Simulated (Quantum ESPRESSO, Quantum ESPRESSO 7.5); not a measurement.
# H on fcc sites of Cu(111): a series in the coverage

Aim: how the results for H on fcc sites of Cu(111) change with the coverage.

Method: plane-wave DFT, PBE, GBRV ultrasoft pseudopotentials, in Quantum ESPRESSO 7.5.

## 1. Set-up

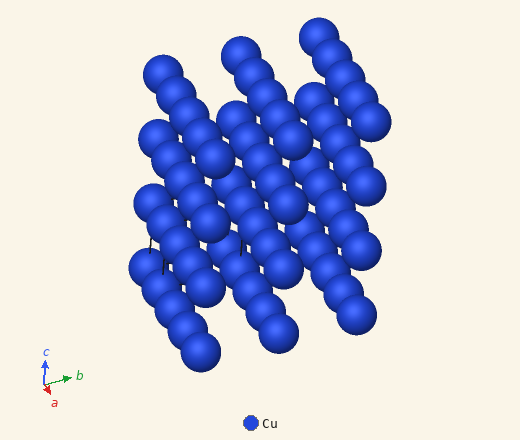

Start, viewed from the side, with the c axis up; copper blue. 4×2×3 cells are drawn. Some periodic images of atoms are drawn too.

Set-up: Slabs of 3 layers, covered on the upper face; adsorbates and the top layer relax in a periodic cell, the rest is held (the clean slab relaxes both outer layers); a run under open boundaries (ESM, bc1) gives both vacuum levels. Cells of one to 9 surface sites carry the coverages, on meshes of like density; cold smearing of 0.02 Ry. The slabs take the lattice constants of the bulk relaxed by the same program.

Members 0.1667, 0.25, 0.3333, 0.5 and 0.6667 took the same steps and show in the table alone.

## 2. Variable-cell relaxation of the reference

The bulk crystal is relaxed in cell and atoms; the members are built on its lattice constants.

Contents of ref.vc.in:

```
&control
  prefix = 'ref.vc'
  outdir = './out'
  pseudo_dir = './pseudo'
  nstep = 40
  forc_conv_thr = 0.0003
  calculation = 'vc-relax'
/
&system
  ibrav = 0
  nat = 1
  ntyp = 1
  ecutwfc = 50
  ecutrho = 250
  occupations = 'smearing'
  smearing = 'mv'
  degauss = 0.02
/
&electrons
  conv_thr = 1e-09
  mixing_beta = 0.4
  electron_maxstep = 120
/
&ions
/
&cell
  press_conv_thr = 0.3
/
ATOMIC_SPECIES
  Cu  63.5460  cu_pbe_v1.2.uspp.F.UPF
CELL_PARAMETERS angstrom
  0.00000000000000 1.80500000000000 1.80500000000000
  1.80500000000000 0.00000000000000 1.80500000000000
  1.80500000000000 1.80500000000000 0.00000000000000
ATOMIC_POSITIONS crystal
  Cu  0.000000000000 0.000000000000 0.000000000000
K_POINTS automatic
  19 19 19 0 0 0
```

Command:

```
$ OMP_NUM_THREADS=1 mpirun -n 8 pw.x -nk 8 -in ref.vc.in > ref.vc.out
```

The program printed:

```text
Program PWSCF v.7.5 starts
[citation notice left out]

     Parallel version (MPI & OpenMP), running on       8 processor cores
     Number of MPI processes:                 8
     Threads/MPI process:                     1

     MPI processes distributed on     1 nodes
[...]
Current dimensions of program PWSCF are:
     Max number of different atomic species (ntypx) = 10
     Max number of k-points (npk) =  40000
     Max angular momentum in pseudopotentials (lmaxx) =  4
     Message from routine setup:
     using ibrav=0 with symmetry is DISCOURAGED, use correct ibrav instead

     K-points division:     npool     =       8
     Subspace diagonalization in iterative solution of the eigenvalue problem:
     a serial algorithm will be used

     G-vector sticks info
     --------------------
     sticks:   dense  smooth     PW     G-vecs:    dense   smooth      PW
     Sum         397     313    109                 5209     3767     749

     Using Slab Decomposition

     bravais-lattice index     =            0
     lattice parameter (alat)  =       4.8238  a.u.
     unit-cell volume          =      79.3703 (a.u.)^3
     number of atoms/cell      =            1
     number of atomic types    =            1
     number of electrons       =        19.00
     number of Kohn-Sham states=           14
     kinetic-energy cutoff     =      50.0000  Ry
     charge density cutoff     =     250.0000  Ry
     scf convergence threshold =      1.0E-09
     mixing beta               =       0.4000
     number of iterations used =            8  plain     mixing
     energy convergence thresh.=      1.0E-04
     force convergence thresh. =      3.0E-04
     press convergence thresh. =      3.0E-01
     Exchange-correlation= SLA  PW   PBE  PBE
                           (   1   4   3   4   0   0   0)
     nstep                     =           40

     celldm(1)=   4.823820  celldm(2)=   0.000000  celldm(3)=   0.000000
     celldm(4)=   0.000000  celldm(5)=   0.000000  celldm(6)=   0.000000

     crystal axes: (cart. coord. in units of alat)
               a(1) = (   0.000000   0.707107   0.707107 )
               a(2) = (   0.707107   0.000000   0.707107 )
               a(3) = (   0.707107   0.707107   0.000000 )

     reciprocal axes: (cart. coord. in units 2 pi/alat)
               b(1) = ( -0.707107  0.707107  0.707107 )
               b(2) = (  0.707107 -0.707107  0.707107 )
               b(3) = (  0.707107  0.707107 -0.707107 )

     PseudoPot. # 1 for Cu read from file:
     ./pseudo/cu_pbe_v1.2.uspp.F.UPF
     Pseudo is Ultrasoft + core correction, Zval = 19.0
     Generated by new atomic code, or converted to UPF format
     Using radial grid of  867 points,  6 beta functions with:
                l(1) =   0
                l(2) =   0
                l(3) =   1
                l(4) =   1
                l(5) =   2
                l(6) =   2
     Q(r) pseudized with  8 coefficients,  rinner =    1.150   1.150   1.150
                                                       1.150   1.150

     atomic species   valence    mass     pseudopotential
     Cu               19.00    63.54600     Cu( 1.00)

     48 Sym. Ops., with inversion, found

   Cartesian axes

     site n.     atom                  positions (alat units)
         1        Cu     tau(   1) = (   0.0000000   0.0000000   0.0000000  )

     number of k points=   220  Marzari-Vanderbilt smearing, width (Ry)=  0.0200

     Number of k-points >= 100: set verbosity='high' to print them.

     Dense  grid:     5209 G-vectors     FFT dimensions: (  25,  25,  25)

     Smooth grid:     3767 G-vectors     FFT dimensions: (  24,  24,  24)

     Estimated max dynamical RAM per process >      10.87 MB

     Estimated total dynamical RAM >      78.02 MB

     Check: negative core charge=   -0.000002

     Initial potential from superposition of free atoms

     starting charge      18.0000, renormalised to      19.0000
     Starting wfcs are   13 randomized atomic wfcs +    1 random wfcs

     total cpu time spent up to now is        0.5 secs

     per-process dynamical memory:    13.5 Mb

     Self-consistent Calculation

     iteration #  1     ecut=    50.00 Ry     beta= 0.40
     Davidson diagonalization with overlap
     ethr =  1.00E-02,  avg # of iterations =  5.1

     total cpu time spent up to now is        1.0 secs

     total energy              =    -401.74180208 Ry
     estimated scf accuracy    <       5.15871177 Ry

     iteration #  2     ecut=    50.00 Ry     beta= 0.40
[...]
total energy              =    -403.48742436 Ry
     estimated scf accuracy    <       2.87824041 Ry

     iteration #  3     ecut=    50.00 Ry     beta= 0.40
[...]
total energy              =    -403.79598667 Ry
     estimated scf accuracy    <       0.11640967 Ry

     iteration #  4     ecut=    50.00 Ry     beta= 0.40
[...]
total energy              =    -403.81799956 Ry
     estimated scf accuracy    <       0.08989843 Ry

     iteration #  5     ecut=    50.00 Ry     beta= 0.40
[...]
total energy              =    -403.81024322 Ry
     estimated scf accuracy    <       0.18551424 Ry

     iteration #  6     ecut=    50.00 Ry     beta= 0.40
[...]
total energy              =    -403.81789233 Ry
     estimated scf accuracy    <       0.20131616 Ry

     iteration #  7     ecut=    50.00 Ry     beta= 0.40
[...]
total energy              =    -403.81440845 Ry
     estimated scf accuracy    <       0.21516345 Ry

     iteration #  8     ecut=    50.00 Ry     beta= 0.40
[...]
total energy              =    -403.81411238 Ry
     estimated scf accuracy    <       0.19355424 Ry

     iteration #  9     ecut=    50.00 Ry     beta= 0.40
[...]
total energy              =    -403.80947740 Ry
     estimated scf accuracy    <       0.19026818 Ry

     iteration # 10     ecut=    50.00 Ry     beta= 0.40
[...]
total energy              =    -403.77552872 Ry
     estimated scf accuracy    <       0.16586270 Ry

     iteration # 11     ecut=    50.00 Ry     beta= 0.40
[...]
total energy              =    -403.78790964 Ry
[...]
smearing contrib. (-TS)   =      -0.00009759 Ry
     internal energy E=F+TS    =    -403.78367573 Ry

     The total energy is F=E-TS. E is the sum of the following terms:
     one-electron contribution =    -268.77235433 Ry
     hartree contribution      =     145.82723118 Ry
     xc contribution           =     -38.81340351 Ry
     ewald contribution        =    -242.02514908 Ry

     convergence has been achieved in   7 iterations

     Forces acting on atoms (cartesian axes, Ry/au):

     atom    1 type  1   force =     0.00000000    0.00000000    0.00000000

     Total force =     0.000000     Total SCF correction =     0.000000

     Computing stress (Cartesian axis) and pressure

          total   stress  (Ry/bohr**3)                   (kbar)     P=        0.75
   0.00000508   0.00000000   0.00000000            0.75        0.00        0.00
   0.00000000   0.00000508   0.00000000            0.00        0.75        0.00
   0.00000000   0.00000000   0.00000508            0.00        0.00        0.75

     Energy error            =      2.9E-05 Ry
     Gradient error          =      0.0E+00 Ry/Bohr
     Cell gradient error     =      7.5E-01 kbar

     number of scf cycles    =   2
     number of bfgs steps    =   1

     enthalpy           old  =    -403.7837438703 Ry
     enthalpy           new  =    -403.7837733194 Ry

     CASE: enthalpy          _new < enthalpy          _old

     new trust radius        =       0.0002401613 bohr
     new conv_thr            =            1.0E-11 Ry

     new unit-cell volume =     79.98967 a.u.^3 (    11.85325 Ang^3 )
     density =      8.90225 g/cm^3

CELL_PARAMETERS (angstrom)
   0.000000000   1.809682705   1.809682705
   1.809682705   0.000000000   1.809682705
   1.809682705   1.809682705   0.000000000

ATOMIC_POSITIONS (crystal)
Cu               0.0000000000        0.0000000000        0.0000000000

[...]
NEW-OLD atomic charge density approx. for the potential
     New effective cutoffs (rho, wfc):  246.42   49.73

     Check: negative core charge=   -0.000002

     total cpu time spent up to now is       11.8 secs

     per-process dynamical memory:    16.1 Mb

     Self-consistent Calculation

     iteration #  1     ecut=    50.00 Ry     beta= 0.40
     Davidson diagonalization with overlap
     ethr =  1.00E-06,  avg # of iterations =  2.0

     Threshold (ethr) on eigenvalues was too large:
     Diagonalizing with lowered threshold

     Davidson diagonalization with overlap
     ethr =  1.32E-09,  avg # of iterations =  1.0

     total cpu time spent up to now is       12.4 secs

     total energy              =    -403.78377353 Ry
     estimated scf accuracy    <       0.00000027 Ry

[...]
iteration #  7     ecut=    50.00 Ry     beta= 0.40
[...]
End of self-consistent calculation

     Number of k-points >= 100: set verbosity='high' to print the bands.

     the Fermi energy is    16.0534 ev

!    total energy              =    -403.78377364 Ry
     estimated scf accuracy    <          7.7E-13 Ry
     smearing contrib. (-TS)   =      -0.00009782 Ry
     internal energy E=F+TS    =    -403.78367582 Ry

     The total energy is F=E-TS. E is the sum of the following terms:
     one-electron contribution =    -268.82752967 Ry
     hartree contribution      =     145.84974470 Ry
     xc contribution           =     -38.81323895 Ry
     ewald contribution        =    -241.99265190 Ry

     convergence has been achieved in   7 iterations

     Forces acting on atoms (cartesian axes, Ry/au):

     atom    1 type  1   force =     0.00000000    0.00000000    0.00000000

     Total force =     0.000000     Total SCF correction =     0.000000

     Computing stress (Cartesian axis) and pressure

          total   stress  (Ry/bohr**3)                   (kbar)     P=        1.08
   0.00000733  -0.00000000   0.00000000            1.08       -0.00        0.00
   0.00000000   0.00000733  -0.00000000            0.00        1.08       -0.00
   0.00000000  -0.00000000   0.00000733            0.00       -0.00        1.08

     Energy error            =      3.2E-07 Ry
     Gradient error          =      0.0E+00 Ry/Bohr
     Cell gradient error     =      1.1E+00 kbar

     number of scf cycles    =   3
     number of bfgs steps    =   2

     enthalpy           old  =    -403.7837733194 Ry
     enthalpy           new  =    -403.7837736360 Ry

     CASE: enthalpy          _new < enthalpy          _old

     WARNING: bfgs curvature condition failed, Theta= 0.554
     uphill step: resetting bfgs history

     new trust radius        =       0.0002641951 bohr
     new conv_thr            =            1.0E-11 Ry

     new unit-cell volume =     80.02512 a.u.^3 (    11.85850 Ang^3 )
     density =      8.89831 g/cm^3

CELL_PARAMETERS (angstrom)
   0.000000000   1.809949993   1.809949993
   1.809949993  -0.000000000   1.809949993
   1.809949993   1.809949993   0.000000000

ATOMIC_POSITIONS (crystal)
Cu               0.0000000000        0.0000000000        0.0000000000

[...]
NEW-OLD atomic charge density approx. for the potential
     New effective cutoffs (rho, wfc):  246.35   49.72

     Check: negative core charge=   -0.000002

     total cpu time spent up to now is       14.5 secs

     per-process dynamical memory:    17.1 Mb

[...]
!    total energy              =    -403.78377383 Ry
[...]
Total force =     0.000000     Total SCF correction =     0.000000
[...]
number of bfgs steps    =   3
[...]
new trust radius        =       0.0001627828 bohr
[...]
!    total energy              =    -403.78377387 Ry
[...]
Total force =     0.000000     Total SCF correction =     0.000000
[...]
Self-consistent Calculation

     iteration #  1     ecut=    50.00 Ry     beta= 0.40
     Davidson diagonalization with overlap
     ethr =  1.00E-06,  avg # of iterations = 12.9

     total cpu time spent up to now is       20.9 secs

     total energy              =    -401.62124280 Ry
     estimated scf accuracy    <       5.37636055 Ry

[...]
iteration # 19     ecut=    50.00 Ry     beta= 0.40
[...]
End of self-consistent calculation

     Number of k-points >= 100: set verbosity='high' to print the bands.

     the Fermi energy is    16.0384 ev

!    total energy              =    -403.78384068 Ry
     estimated scf accuracy    <          2.7E-13 Ry
     smearing contrib. (-TS)   =      -0.00009827 Ry
     internal energy E=F+TS    =    -403.78374240 Ry

     The total energy is F=E-TS. E is the sum of the following terms:
     one-electron contribution =    -268.92535489 Ry
     hartree contribution      =     145.88942427 Ry
     xc contribution           =     -38.81290894 Ry
     ewald contribution        =    -241.93490285 Ry

     convergence has been achieved in  19 iterations

     Forces acting on atoms (cartesian axes, Ry/au):

     atom    1 type  1   force =     0.00000000    0.00000000    0.00000000

     Total force =     0.000000     Total SCF correction =     0.000000

     Computing stress (Cartesian axis) and pressure

          total   stress  (Ry/bohr**3)                   (kbar)     P=        0.33
   0.00000226   0.00000000   0.00000000            0.33        0.00        0.00
   0.00000000   0.00000226   0.00000000            0.00        0.33        0.00
   0.00000000   0.00000000   0.00000226            0.00        0.00        0.33

[...]
=------------------------------------------------------------------------------=
   JOB DONE.
=------------------------------------------------------------------------------=
```

Elapsed: 27 s, on 8 MPI ranks of Arm Neoverse V1, shared host; peak memory 0.42 GiB.

Relaxation path:

```csv
step,energy less that of the first step (eV),largest force (eV/Å),volume (Å³)
1,0.0000,0.0000,11.76
2,-0.0004,0.0000,11.85
3,-0.0004,0.0000,11.85
4,-0.0004,0.0000,11.86
5,-0.0004,0.0000,11.86
6,-0.0013,0.0000,11.86
```

```
conventional cell, symmetrised  before  after  change
                         a (Å)   3.610  3.620  +0.3 %
                         b (Å)   3.610  3.620  +0.3 %
                         c (Å)   3.610  3.620  +0.3 %
              volume (Å³/atom)   11.76  11.86  +0.9 %
```

Final coordinates:

```
CELL_PARAMETERS angstrom
0.00000 1.81011 1.81011
1.81011 0.00000 1.81011
1.81011 1.81011 0.00000
ATOMIC_POSITIONS crystal
Cu 0.00000 0.00000 0.00000
```

 The last row is no step: it is a fresh SCF in the final cell with a new plane-wave basis, -1 meV from the row before.

Numbers from this step:

```
free energy  : -5493.7590 eV
Fermi energy : 16.04 eV
```

## 3. Ground state of the reference

A bulk run at that cell gives the reference energy and levels.

Contents of ref.bulk.in:

```
&control
  prefix = 'ref.bulk'
  outdir = './out'
  pseudo_dir = './pseudo'
  calculation = 'scf'
  tprnfor = .true.
/
&system
  ibrav = 0
  nat = 1
  ntyp = 1
  ecutwfc = 40
  ecutrho = 200
  occupations = 'smearing'
  smearing = 'mv'
  degauss = 0.02
/
&electrons
  conv_thr = 1e-09
  mixing_beta = 0.4
  electron_maxstep = 120
/
ATOMIC_SPECIES
  Cu  63.5460  cu_pbe_v1.2.uspp.F.UPF
CELL_PARAMETERS angstrom
  0.00000000000000 1.81011467000000 1.81011467000000
  1.81011467000000 0.00000000000000 1.81011467000000
  1.81011467000000 1.81011467000000 0.00000000000000
ATOMIC_POSITIONS crystal
  Cu  0.000000000000 0.000000000000 0.000000000000
K_POINTS automatic
  19 19 19 0 0 0
```

Command:

```
$ OMP_NUM_THREADS=1 mpirun -n 8 pw.x -nk 8 -in ref.bulk.in > ref.bulk.out
```

The program printed:

```text
[banner, memory and clock lines left out]
Program PWSCF v.7.5 starts
[citation notice left out]

[...]
Message from routine setup:
[...]
bravais-lattice index     =            0
     lattice parameter (alat)  =       4.8375  a.u.
     unit-cell volume          =      80.0470 (a.u.)^3
     number of atoms/cell      =            1
     number of atomic types    =            1
     number of electrons       =        19.00
     number of Kohn-Sham states=           14
     kinetic-energy cutoff     =      40.0000  Ry
     charge density cutoff     =     200.0000  Ry
     scf convergence threshold =      1.0E-09
     mixing beta               =       0.4000
     number of iterations used =            8  plain     mixing
     Exchange-correlation= SLA  PW   PBE  PBE
                           (   1   4   3   4   0   0   0)

[...]
PseudoPot. # 1 for Cu read from file:
     ./pseudo/cu_pbe_v1.2.uspp.F.UPF
     Pseudo is Ultrasoft + core correction, Zval = 19.0
     Generated by new atomic code, or converted to UPF format
     Using radial grid of  867 points,  6 beta functions with:
                l(1) =   0
                l(2) =   0
                l(3) =   1
                l(4) =   1
                l(5) =   2
                l(6) =   2
     Q(r) pseudized with  8 coefficients,  rinner =    1.150   1.150   1.150
                                                       1.150   1.150

     atomic species   valence    mass     pseudopotential
     Cu               19.00    63.54600     Cu( 1.00)

     48 Sym. Ops., with inversion, found

[...]
number of k points=   220  Marzari-Vanderbilt smearing, width (Ry)=  0.0200

     Number of k-points >= 100: set verbosity='high' to print them.

     Dense  grid:     3839 G-vectors     FFT dimensions: (  24,  24,  24)

     Smooth grid:     2733 G-vectors     FFT dimensions: (  20,  20,  20)

     Check: negative core charge=   -0.000002

     Initial potential from superposition of free atoms

     starting charge      18.0000, renormalised to      19.0000
     Starting wfcs are   13 randomized atomic wfcs +    1 random wfcs

     per-process dynamical memory:    10.3 Mb

     Self-consistent Calculation

     iteration #  1     ecut=    40.00 Ry     beta= 0.40
     Davidson diagonalization with overlap
     ethr =  1.00E-02,  avg # of iterations =  5.1

     total energy              =    -401.71754135 Ry
     estimated scf accuracy    <       5.20004976 Ry

     iteration #  2     ecut=    40.00 Ry     beta= 0.40
[...]
total energy              =    -403.48063913 Ry
     estimated scf accuracy    <       2.93978231 Ry

     iteration #  3     ecut=    40.00 Ry     beta= 0.40
[...]
total energy              =    -403.79443089 Ry
     estimated scf accuracy    <       0.11931230 Ry

     iteration #  4     ecut=    40.00 Ry     beta= 0.40
[...]
total energy              =    -403.81558008 Ry
     estimated scf accuracy    <       0.08573693 Ry

     iteration #  5     ecut=    40.00 Ry     beta= 0.40
[...]
total energy              =    -403.78377288 Ry
     estimated scf accuracy    <       0.18369126 Ry

     iteration #  6     ecut=    40.00 Ry     beta= 0.40
[...]
total energy              =    -403.79218691 Ry
     estimated scf accuracy    <       0.05440410 Ry

[...]
iteration # 13     ecut=    40.00 Ry     beta= 0.40
[...]
total energy              =    -403.78220397 Ry
     estimated scf accuracy    <       0.00000169 Ry

     iteration # 14     ecut=    40.00 Ry     beta= 0.40
[...]
total energy              =    -403.78220408 Ry
     estimated scf accuracy    <       0.00000011 Ry

     iteration # 15     ecut=    40.00 Ry     beta= 0.40
[...]
total energy              =    -403.78220410 Ry
     estimated scf accuracy    <          1.8E-09 Ry

     iteration # 16     ecut=    40.00 Ry     beta= 0.40
[...]
End of self-consistent calculation

     Number of k-points >= 100: set verbosity='high' to print the bands.

     the Fermi energy is    16.0419 ev

!    total energy              =    -403.78220410 Ry
     estimated scf accuracy    <          2.9E-10 Ry
     smearing contrib. (-TS)   =      -0.00009818 Ry
     internal energy E=F+TS    =    -403.78210592 Ry

     The total energy is F=E-TS. E is the sum of the following terms:
     one-electron contribution =    -268.92372850 Ry
     hartree contribution      =     145.88941008 Ry
     xc contribution           =     -38.81288465 Ry
     ewald contribution        =    -241.93490285 Ry

     convergence has been achieved in  16 iterations

     Forces acting on atoms (cartesian axes, Ry/au):

     atom    1 type  1   force =     0.00000000    0.00000000    0.00000000

     Total force =     0.000000     Total SCF correction =     0.000000

[...]
```

It took 3.1 s on 8 MPI ranks; peak memory 0.38 GiB; 24 s of CPU time.

Numbers from this step:

```
free energy : -5493.7368 eV
```

[end of part 1 of 8]

[Logs are printed without paths, hosts, clocks, repeated set-up lines and the standing remarks that a program may print on its own settings, such as how far it seeks lower states.]

[Hosts, paths, dates, database ids (printed as entryN), source tags and the programs' standing remarks are cut or masked in the printed files.]

[Maps of the electrostatic potential energy from Ansatz leave out the sawtooth potential of an applied field or a dipole correction, so their vacuum need not be flat; planar profiles and work functions include it.]
